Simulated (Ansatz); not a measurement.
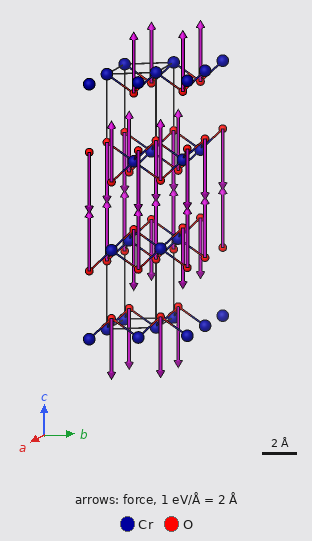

Starting geometry of a crystal of CrO₂ (set up in R-3m) (coarse preliminary run) with the computed forces as purple arrows. A ball-and-stick model of the conventional cell (3 times the calculation's cell), repeated 2 × 2 × 1 with one cell outlined, seen slightly off an axis. Lengths and directions refer to the drawn axes.

Case: 2 of 2 Na taken out, relaxed.

Level of theory: Ansatz 0.2.0, DFT PBE+U+D3(BJ), scalar-relativistic, plane waves, PAW.

Input
```yaml
crystal:
  lattice:
    - [1.505808007, 0.8693786582, 5.2755939381]
    - [-1.505808007, 0.8693786582, 5.2755939381]
    - [0.0, -1.7387573164, 5.2755939381]
  atoms:
    - { symbol: Cr, position: [0.0, 0.0, 0.0], spin: 2.56 }
    - { symbol: O, position: [0.2670567652, 0.2670567652, 0.2670567652], spin: -0.4 }
    - { symbol: O, position: [0.7329432348, 0.7329432348, 0.7329432348], spin: -0.4 }
basis:
  ecutwfc: 420
kpoints:
  mp_grid: { grid: [6, 6, 6] }
hamiltonian:
  xc: pbe
  dispersion: d3bj
  hubbard: { sites: [{ species: Cr, l: d, u_eff: 3.7 }] }
scf:
  occupations: { method: gaussian, width: 0.1 }
output:
  forces: true
  stress: true
  eigenvalues: true
  populations: true
magnetization:
  spin_polarized: true
relax:
  adjacent_minimum: "off"
  f_tol: 0.0325
  max_steps: 70
  cell: { stress_tol: 0.24 }
```

Run as
```bash
ansatz run input.yaml --threads 2 --pin off --max-ram 5120MiB --backend cpu --events-out ev --progress --plain --runs-dir out
```

**Is this structure relaxed? If not, where do the atoms go?**

It isn't relaxed: the largest force vector, on O atoms, is 1.92 eV/Å. Measured relative to the changing cell, the final displacements run against the starting forces (cosine between the two patterns −1.00). The largest moves relative to the cell, 0.059 Å, are those of O2 and O3. O3 goes along +c. Cr stays in place. Cell: a = b 3.012 → 2.947 Å (−2.1 %), c 15.827 → 13.142 Å (−17.0 %). Volume −20.5 %. Near-neighbour distances that change, for instance: Cr1–O2 2.031 → 1.939 Å. Among the angles between lasting bonds that change: O2–Cr1–O2 95.7° → 98.9°, Cr1–O3–Cr1 95.7° → 98.9°, O2–Cr1–O3 84.3° → 81.1°. The space group stays R-3m (No. 166). After 7 accepted moves (9 points after the start) the energy has fallen by 131 meV per atom. The largest force component goes from 1.9 to 0.0035 eV/Å. The pressure goes from −15.62 to −0.04 GPa. At 2 points the geometry stayed and the basis and grid were re-selected for the new cell (energy shift of 3.8 meV per atom at most each time). Cost: 30 s on 2 threads of Arm Neoverse V1, with other jobs on the host, peak memory 0.38 GiB.
